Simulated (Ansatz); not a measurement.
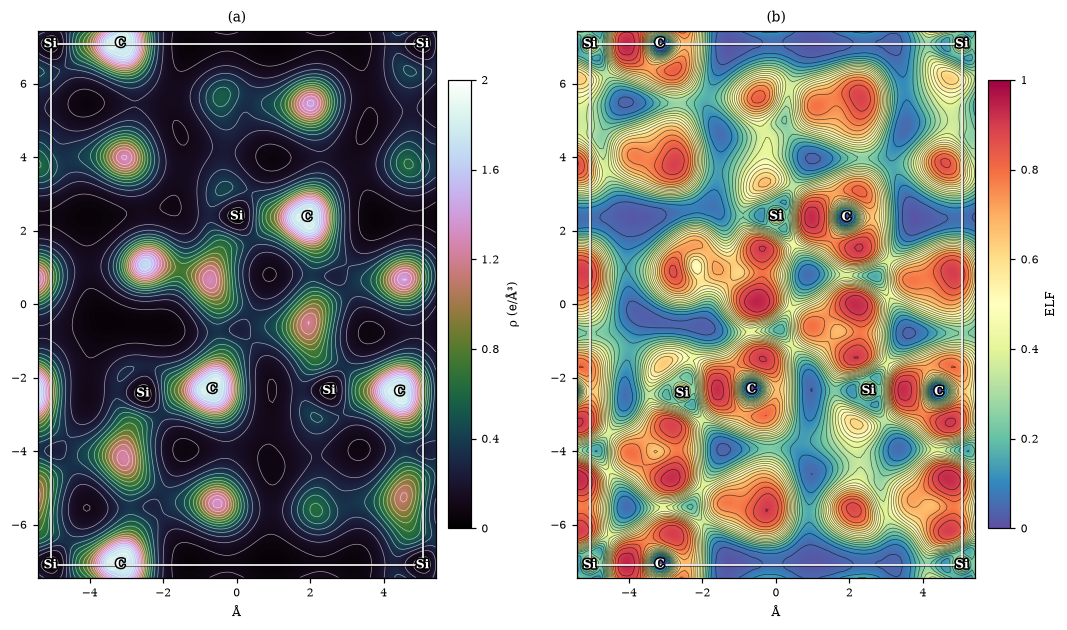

The picture shows: Si₂₇C₂₈ (cell charge +1, with a compensating background) (cell with a defect). (a) valence charge density (pseudo); (b) electron localisation function on the (110) plane of the calculation cell.

Spin-polarised.

Method: Ansatz 0.2.0, DFT PBE, scalar-relativistic, plane waves, PAW.

Core electrons are frozen (PAW), and the valence fields are smoothed inside the atomic spheres.

Si₂₇C₂₈ (cell charge +1, with a compensating background) (cell with a defect), 55 atoms, a = 8.19 Å, b = 8.19 Å, c = 10.13 Å, α = 90.00°, β = 90.00°, γ = 120.00°.

Describe what can be read from this map.

Answer.
- The plane passes through Si and C nuclei.
- Atoms just off the plane (Si, 0.6 Å away and C, 0.4 Å away) can leave unmarked features too.
- Si–C (1.88 Å): the density is about 0.88 e/Å³ at the midpoint; the ELF peaks at about 0.95 between the atoms, as expected for a covalent bond.
- Si–C (1.91 Å): ρ is about 0.86 e/Å³ halfway; the ELF peaks at about 0.95 between the atoms; localised, covalent bonding.
- Si–C (1.91 Å): ρ at the midpoint is about 0.84 e/Å³; the ELF peaks at about 0.95 between the atoms (localised, covalent bonding).
- Between the atoms the lowest density in this plane is 0.04 e/Å³.
